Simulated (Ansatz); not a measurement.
**Ti$_{3}$O: geometry relaxation (part 1 of 2)**

- system: Ti$_{3}$O (P6₃/mcm, 8 atoms in the cell)
- method: DFT r2SCAN, scalar-relativistic, plane waves, PAW, no spin polarisation (Ansatz 0.2.0)

The structure derives from a Materials Project entry. It belongs to a series of runs on one base structure; here: volume × 0.94, shape and atoms relaxed.

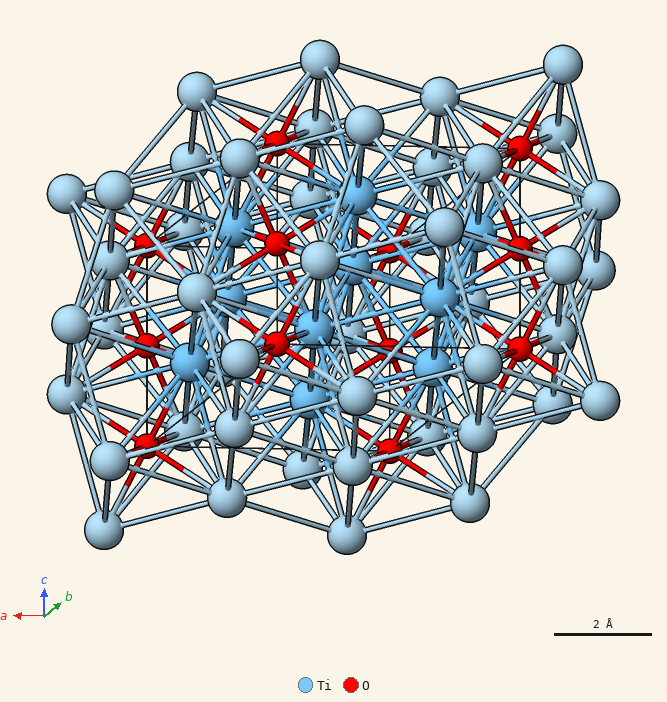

Figure 1. The structure as given in the input (ball-and-stick view of the cell of the calculation, seen at an oblique angle; neighbours outside the cell are drawn fainter). An atom can appear more than once, as a periodic image.

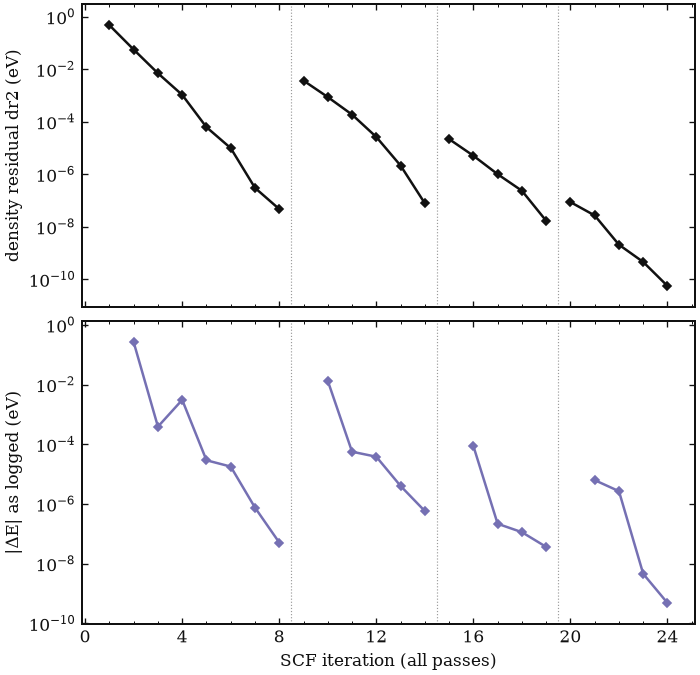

Figure 2. Convergence of the self-consistent field: density residual dr2 and size of the energy change against the SCF iteration. The dotted lines part the SCF passes of the relaxation: geometry steps, rejected trials and re-solves on a re-selected basis. The passes take 8, 6, 5 and 5 iterations.

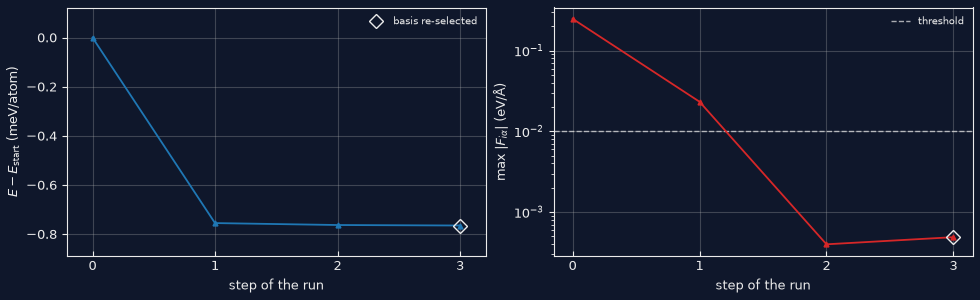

Figure 3. Progress of the relaxation, step by step (the first geometry is step 0 here and step 1 in the log). The largest moves relative to the cell, 0.008 Å, are those of Ti1, Ti2, Ti3, Ti4, Ti5 and Ti6. O stays in place. Distances before and after: Ti1–Ti3 2.912 → 2.901 Å, Ti1–Ti4 2.902 → 2.911 Å, Ti1–O7 2.039 → 2.046 Å, Ti1–Ti2 2.932 → 2.927 Å. The space group stays P6_3/mcm (No. 193). Over 2 geometry steps the energy falls by 0.8 meV per atom. Largest force component: 0.25 eV/Å at the start, 0.00049 eV/Å at the end. The pressure goes from 11.23 to 10.61 GPa. A last SCF at the same geometry on a re-selected plane-wave basis shifts the energy by next to nothing (0.0 meV per atom). (Atoms are counted from 1 in the order of the input.)

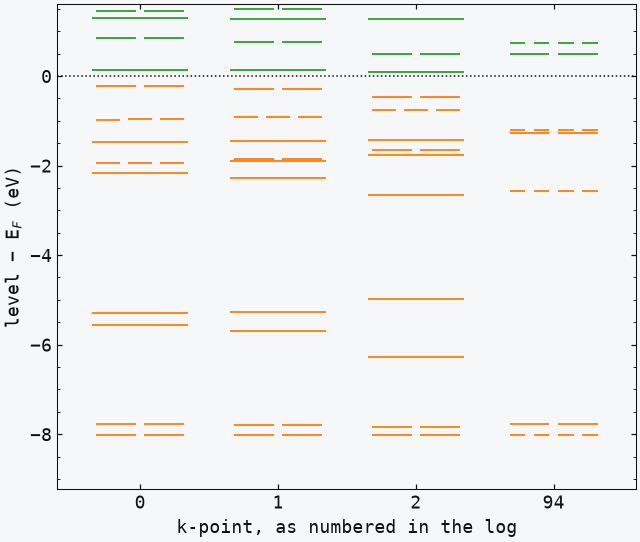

Figure 4. Kohn–Sham levels near the Fermi level (dotted) at the few k-points that the log prints; levels within 0.02 eV of each other stand side by side. The system is metallic on the full mesh.

The input that produced these results follows, with the program's output.

**Input file**
```yaml
crystal:
  lattice:
    - [5.0170428418, 0.0, 0.0]
    - [-2.5085214209, 4.3448865529, 0.0]
    - [0.0, 0.0, 4.7679727017]
  atoms:
    - { symbol: Ti, position: [0.0, 0.6701657689, 0.75] }
    - { symbol: Ti, position: [0.0, 0.3298342311, 0.25] }
    - { symbol: Ti, position: [0.6701657689, 0.0, 0.75] }
    - { symbol: Ti, position: [0.6701657689, 0.6701657689, 0.25] }
    - { symbol: Ti, position: [0.3298342311, 0.3298342311, 0.75] }
    - { symbol: Ti, position: [0.3298342311, 0.0, 0.25] }
    - { symbol: O, position: [0.0, 0.0, 0.5] }
    - { symbol: O, position: [0.0, 0.0, 0.0] }
basis:
  ecutwfc: 500
kpoints:
  mp_grid: { grid: [12, 12, 8] }
hamiltonian:
  xc: r2scan
scf:
  occupations: { method: gaussian, width: 0.1 }
output:
  forces: true
  stress: true
  eigenvalues: true
relax:
  adjacent_minimum: "off"
  f_tol: 0.01
  max_steps: 30
  cell: { stress_tol: 0.1, fix: [volume] }
```

Launch command:
```bash
ansatz run input.yaml --threads 2 --pin off --max-ram 5120MiB --backend cpu --events-out ev --progress --plain --runs-dir out
```

**Log**
```
Engine: ansatz 0.2.0, x86_64-unknown-linux-gnu
Pseudopotentials: kind: paw
Pseudopotential: Ti, paw, valence charge 12, recommended cutoff 500 eV (meta_gga), Ti.paw.azcp
Pseudopotential: O, paw, valence charge 6, recommended cutoff 500 eV (meta_gga), O.paw.azcp
Functional definition: r2SCAN
  parameter k0 = 0.174
  parameter k1 = 0.065
  parameter a1 = 4.9479
  exchange = r2scan_x(k0 = k0, k1 = k1, a1 = a1)
  correlation = r2scan_c
Crystal: 8 atoms, lattice volume = 103.935 Å³
Basis set: ecut = 500 eV, 2651 PW (Γ), exchange–correlation on 160×160×144 points (64 copies of the dense FFT grid, shifted against one another)
Bands: 51, of which v1, the nominal top of the filled ones, is band 42 counted from 1 (41 counted from 0)
Symmetry: 24 space group operations
Space group: P63/mcm (ITA 193), of the structure as read, at distance tolerance 4.7e-5 Å
k-points: 95 of 1152
Non-local potential: Ti, projectors of the file, l = 0: 3, l = 1: 2, l = 2: 3, l = 3: 1
Non-local potential: O, projectors of the file, l = 0: 2, l = 1: 2, l = 2: 1
PAW form: soft (Blöchl's): semilocal exchange-correlation on the pseudo side does not see the compensation charge
PAW frozen core: Ti, regenerated for the run's functional (the file was generated under x = pbe(κ = 0.804, μ = 0.2195149727645171), c = pbe(β = 0.06672455060314922))
PAW frozen core: O, regenerated for the run's functional (the file was generated under x = pbe(κ = 0.804, μ = 0.2195149727645171), c = pbe(β = 0.06672455060314922))
PAW one-centre angular grid: Ti, 590 points (default); XC on 160 Gauss nodes
PAW one-centre angular grid: O, 302 points (default); XC on 160 Gauss nodes
Initial density: superposition of atomic densities (neutral atoms: chi_scale 0, normalization atom), corrected by the library's trained network
Initial wavefunctions: pseudopotential atomic-orbital guess
Functional: x = r2scan, c = r2scan; τ floored in thin density (d = 2e-4 eV/Å³)
SCF iter   1: F=—  HF=-16169.128969 eV  |F-HF|=—  |Δ(HF+E_count)|=         —  Δρ=2.16e-2  dr2=4.72e-1  dr2_τ=3.33e-1  ethr=1.77e-3  ⟨swp⟩=5.9  Hψ=18882  notcnv=0
preconditioner: auto → Kerker (q_TF=auto, 2.633 Å⁻¹)  [metal: Δε(μ)=0.008 eV  Ē_g=5.348 eV  σ=0.100 eV  W_gap=0.05  n_scr=26 (ndim 8)  ℏωp=20.6 eV  f_vac=0.000  D(μ)=4.42/eV (n_scr^D=28)]
SCF iter   2: F=—  HF=-16169.391349 eV  |F-HF|=—  |Δ(HF+E_count)|=   2.62e-1  Δρ=8.10e-3  dr2=5.58e-2  dr2_τ=6.79e-3  ethr=5.62e-4  ⟨swp⟩=3.1  Hψ=10174  notcnv=0  defer=158
SCF iter   3: F=—  HF=-16169.390961 eV  |F-HF|=—  |Δ(HF+E_count)|=   3.88e-4  Δρ=3.69e-3  dr2=6.98e-3  dr2_τ=7.84e-4  ethr=6.64e-5  ⟨swp⟩=2.0  Hψ=6306  notcnv=0  defer=158
SCF iter   4: F=—  HF=-16169.394019 eV  |F-HF|=—  |Δ(HF+E_count)|=   3.06e-3  Δρ=9.84e-4  dr2=1.05e-3  dr2_τ=6.50e-5  ethr=8.30e-6  ⟨swp⟩=2.0  Hψ=6539  notcnv=0  defer=158
SCF iter   5: F=—  HF=-16169.393990 eV  |F-HF|=—  |Δ(HF+E_count)|=   2.90e-5  Δρ=2.94e-4  dr2=6.17e-5  dr2_τ=1.20e-5  ethr=1.25e-6  ⟨swp⟩=2.0  Hψ=6319  notcnv=0  defer=158
SCF iter   6: F=—  HF=-16169.394008 eV  |F-HF|=—  |Δ(HF+E_count)|=   1.78e-5  Δρ=1.00e-4  dr2=9.82e-6  dr2_τ=3.66e-7  ethr=7.34e-8  ⟨swp⟩=2.0  Hψ=6510  notcnv=0  defer=158
SCF iter   7: F=—  HF=-16169.394009 eV  |F-HF|=—  |Δ(HF+E_count)|=   7.52e-7  Δρ=1.59e-5  dr2=3.01e-7  dr2_τ=1.03e-8  ethr=1.17e-8  ⟨swp⟩=2.0  Hψ=6284  notcnv=0  defer=158
SCF iter   8: F=-16169.394009 eV  HF=-16169.394009 eV  |F-HF|=3.03e-8  |Δ(HF+E_count)|=   5.08e-8  Δρ=5.41e-6  dr2=4.69e-8  dr2_τ=1.34e-9  ethr=1.19e-10  ⟨swp⟩=11.3  Hψ=17999  notcnv=0
SCF 1 converged in 8 iterations: F = -16169.394009 eV  dr2 = 4.69e-8
  greatest PAW one-centre occupation: 1.002 electrons in one spin orbital (limit 2), on the Ti atom at site 4 (counted from 0), in its partial waves of l = 1
relax step   1: F+E_penalty+E_count = -16169.39400881 eV  Δ(F+E_penalty+E_count) = +0.000e0 eV  max|allowed force component| = 2.481e-1 eV/Å  Δτ_max = 0.0000 Å  P = +11.228 GPa  Ω = 103.935 Å³  fix = [volume]  reactions: volume +11.228 GPa  (8 SCF iters, dr2 threshold 1.00e-7 eV, accepted)
Initial density: handed on by an earlier stage of this run
Initial wavefunctions: those handed on with the density
iter 1 solved again at ethr=4.77e-6 eV; its pass at ethr=3.10e-3 eV (dr2=4.01e-3 eV) is discarded
SCF iter   1: F=—  HF=-16169.386800 eV  |F-HF|=—  |Δ(HF+E_count)|=         —  Δρ=1.81e-3  dr2=3.66e-3  dr2_τ=2.80e-2  ethr=4.77e-6  ⟨swp⟩=2.1  Hψ=20055  notcnv=0
preconditioner: auto → Kerker (q_TF=auto, 2.633 Å⁻¹)  [metal: Δε(μ)=0.043 eV  Ē_g=5.075 eV  σ=0.100 eV  W_gap=0.24  n_scr=28 (ndim 8)  ℏωp=20.6 eV  f_vac=0.000  D(μ)=4.49/eV (n_scr^D=28)]
SCF iter   2: F=—  HF=-16169.400147 eV  |F-HF|=—  |Δ(HF+E_count)|=   1.33e-2  Δρ=7.71e-4  dr2=8.65e-4  dr2_τ=3.39e-5  ethr=4.35e-6  ⟨swp⟩=2.0  Hψ=8262  notcnv=0
SCF iter   3: F=—  HF=-16169.400091 eV  |F-HF|=—  |Δ(HF+E_count)|=   5.61e-5  Δρ=3.12e-4  dr2=1.86e-4  dr2_τ=3.05e-6  ethr=1.03e-6  ⟨swp⟩=2.0  Hψ=5873  notcnv=0
SCF iter   4: F=—  HF=-16169.400053 eV  |F-HF|=—  |Δ(HF+E_count)|=   3.81e-5  Δρ=1.31e-4  dr2=2.61e-5  dr2_τ=2.57e-6  ethr=2.21e-7  ⟨swp⟩=2.0  Hψ=6386  notcnv=0
SCF iter   5: F=—  HF=-16169.400049 eV  |F-HF|=—  |Δ(HF+E_count)|=   4.00e-6  Δρ=6.03e-5  dr2=2.13e-6  dr2_τ=2.81e-7  ethr=3.11e-8  ⟨swp⟩=2.0  Hψ=6485  notcnv=0
SCF iter   6: F=-16169.400049 eV  HF=-16169.400049 eV  |F-HF|=1.16e-8  |Δ(HF+E_count)|=   5.76e-7  Δρ=1.11e-5  dr2=7.78e-8  dr2_τ=1.18e-8  ethr=9.52e-10  ⟨swp⟩=6.8  Hψ=18492  notcnv=0
SCF 2 converged in 6 iterations: F = -16169.400049 eV  dr2 = 7.78e-8
  greatest PAW one-centre occupation: 1.002 electrons in one spin orbital (limit 2), on the Ti atom at site 1 (counted from 0), in its partial waves of l = 1
relax step   2: F+E_penalty+E_count = -16169.40004927 eV  Δ(F+E_penalty+E_count) = -6.040e-3 eV  max|allowed force component| = 2.326e-2 eV/Å  Δτ_max = 0.0085 Å  P = +10.575 GPa  Ω = 103.935 Å³  energy of the carried Pulay correction = +2.456e-17 eV  fix = [volume]  reactions: volume +10.575 GPa  (6 SCF iters, dr2 threshold 8.00e-7 eV, accepted)
iter 1 solved again at ethr=2.71e-8 eV; its pass at ethr=3.10e-3 eV (dr2=2.28e-5 eV) is discarded
SCF iter   1: F=—  HF=-16169.400025 eV  |F-HF|=—  |Δ(HF+E_count)|=         —  Δρ=1.47e-4  dr2=2.17e-5  dr2_τ=1.75e-4  ethr=2.71e-8  ⟨swp⟩=2.7  Hψ=22534  notcnv=0
preconditioner: auto → Kerker (q_TF=auto, 2.633 Å⁻¹)  [metal: Δε(μ)=0.041 eV  Ē_g=5.093 eV  σ=0.100 eV  W_gap=0.23  n_scr=28 (ndim 8)  ℏωp=20.6 eV  f_vac=0.000  D(μ)=4.52/eV (n_scr^D=28)]
SCF iter   2: F=—  HF=-16169.400112 eV  |F-HF|=—  |Δ(HF+E_count)|=   8.72e-5  Δρ=6.38e-5  dr2=5.05e-6  dr2_τ=2.43e-7  ethr=2.58e-8  ⟨swp⟩=2.0  Hψ=8393  notcnv=0
SCF iter   3: F=—  HF=-16169.400112 eV  |F-HF|=—  |Δ(HF+E_count)|=   2.16e-7  Δρ=2.72e-5  dr2=1.00e-6  dr2_τ=3.80e-8  ethr=6.01e-9  ⟨swp⟩=2.0  Hψ=5949  notcnv=0
SCF iter   4: F=—  HF=-16169.400112 eV  |F-HF|=—  |Δ(HF+E_count)|=   1.13e-7  Δρ=1.18e-5  dr2=2.34e-7  dr2_τ=2.56e-8  ethr=1.19e-9  ⟨swp⟩=2.0  Hψ=6553  notcnv=0
SCF iter   5: F=-16169.400112 eV  HF=-16169.400112 eV  |F-HF|=2.46e-9  |Δ(HF+E_count)|=   3.63e-8  Δρ=5.32e-6  dr2=1.68e-8  dr2_τ=2.63e-9  ethr=4.02e-11  ⟨swp⟩=2.7  Hψ=15954  notcnv=0
SCF 3 converged in 5 iterations: F = -16169.400112 eV  dr2 = 1.68e-8
relax step   3: F+E_penalty+E_count = -16169.40011163 eV  Δ(F+E_penalty+E_count) = -6.236e-5 eV  max|allowed force component| = 3.982e-4 eV/Å  Δτ_max = 0.0006 Å  P = +10.615 GPa  Ω = 103.935 Å³  energy of the carried Pulay correction = +2.456e-17 eV  fix = [volume]  reactions: volume +10.615 GPa  (5 SCF iters, dr2 threshold 3.38e-8 eV, accepted)
Initial wavefunctions: pseudopotential atomic-orbital guess (no wavefunctions were taken with the density)
iter 1 solved again at ethr=1.07e-6 eV; its pass at ethr=3.10e-3 eV (dr2=8.95e-4 eV) is discarded
```
